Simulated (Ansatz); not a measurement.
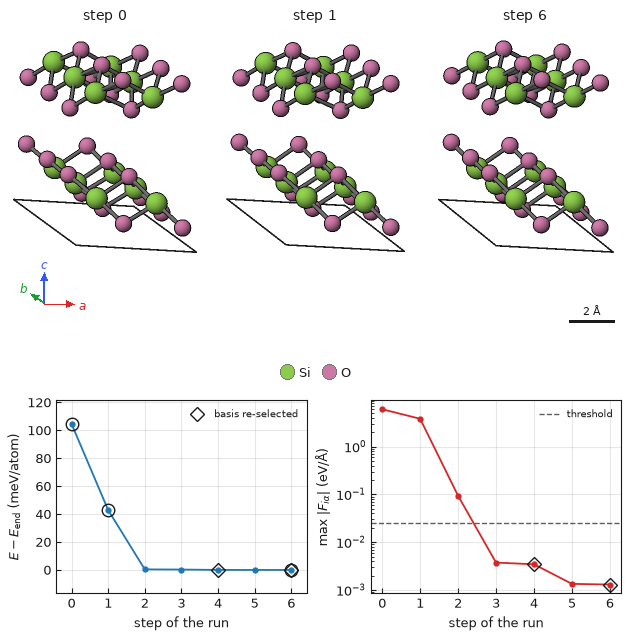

Frames of a relaxation of a free-standing layer of SiO$_{2}$ (a generated structure, set up in P1) (coarse preliminary run), marked on the history of the run. Style: ball-and-stick. Shown: the 1 × 3 repeat of the cell, outlined in the plane, without the vacuum, slightly off an axis.

The calculation used Ansatz, DFT PBE+D3(BJ), scalar-relativistic, plane waves, PAW. Settings: plane-wave cutoff 420 eV; k-point mesh 6 × 6 × 1; occupations gaussian; smearing width 0.1 eV; no spin polarisation; cell and atoms relaxed; force threshold 0.025 eV/Å; at most 60 steps.

> Describe the path.

The largest move relative to the cell and the layer's centre is that of a Si atom, 0.16 Å within the plane. Largest moves by element: Si 0.16 Å, O 0.12 Å. In the plane the drawn cell goes a 5.546 → 5.374 Å (−3.1 %), b 8.076 → 8.062 Å (−0.2 %). Near-neighbour distances that change, for instance: O–Si 2.005 → 1.802 Å, O–Si 1.640 → 1.802 Å, Si–Si 2.529 → 2.687 Å, O–Si 1.676 → 1.802 Å. Bond angles that change, for instance: Si–O–Si 87.5° → 96.4°, Si–O–Si 105.2° → 96.4°, Si–O–Si 102.9° → 96.4°. Over 4 accepted moves (6 points after the start) the energy falls by 105 meV per atom. The largest force component goes from 6 to 0.0013 eV/Å. At 2 points the geometry stayed and the basis and grid were re-selected for the new cell (energy shift of 0.3 meV per atom at most each time). The run took 3.5 min on 1 thread of Intel(R) Xeon(R) 6975P-C (Granite Rapids) (shared host), peak memory 0.81 GiB. From step 0 to 1: an O atom moves most (0.07 Å), energy −61.8 meV per atom. From step 1 to 6: a Si atom moves most (0.11 Å), energy −42.9 meV per atom.

```tsv
step	E − E(0), meV/atom	largest force component, eV/Å	note
0	0.00	6.0317	
1	-61.79	3.8112	
2	-104.27	0.0933	
3	-104.40	0.0037	
4	-104.65	0.0034	same geometry, new basis
5	-104.68	0.0013	
6	-104.68	0.0013	same geometry, new basis
```
